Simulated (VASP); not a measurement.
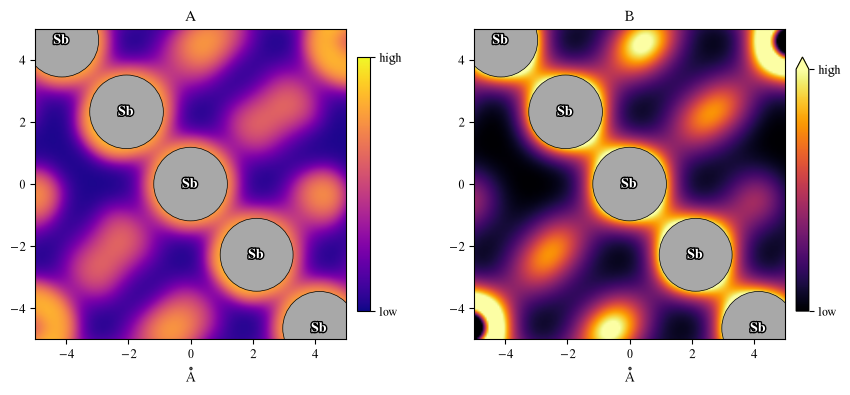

Sb (cell with a defect): 2 fields on the (011̄) plane of the calculation cell, with unlabelled colour scales. Grey discs cover the atomic cores.

All numbers below come from VASP 6.6.1, Kohn-Sham DFT of a periodic cell, PBE, VASP PAW PBE potentials, recommended.

```
CELL_PARAMETERS angstrom
6.22092 -6.22092 3.11046
-6.22092 3.11046 6.22092
-6.22092 -3.11046 -6.22092
ATOMIC_POSITIONS crystal
Sb 0.19660 0.29017 0.89463
Sb 0.40033 0.60147 0.79945
Sb 0.60000 0.90000 0.70000
Sb 0.00340 0.50983 0.50537
Sb 0.19660 0.80197 0.40643
Sb 0.59942 0.15877 0.94065
Sb 0.78989 0.44213 0.84776
Sb 0.10000 0.90000 0.70000
Sb 0.41011 0.35787 0.55224
Sb 0.60058 0.64123 0.45935
Sb 0.79763 0.95547 0.34216
Sb 0.97976 0.24048 0.23929
Sb 0.22024 0.55952 0.16071
Sb 0.40237 0.84453 0.05784
Sb 0.79967 0.19853 0.60055
Sb 0.40033 0.10088 0.29886
Sb 0.60000 0.40000 0.20000
Sb 0.79967 0.69912 0.10114
Sb 0.00340 0.99803 0.99357
```

Which field does each panel show? The fields are: electron localisation function and valence pseudo-density.

Panel A: electron localisation function. Panel B: valence pseudo-density. From the grid: Sb–Sb (3.11 Å): ρ at the midpoint is about 0.24 e/Å³; the ELF is about 0.65 at the midpoint.
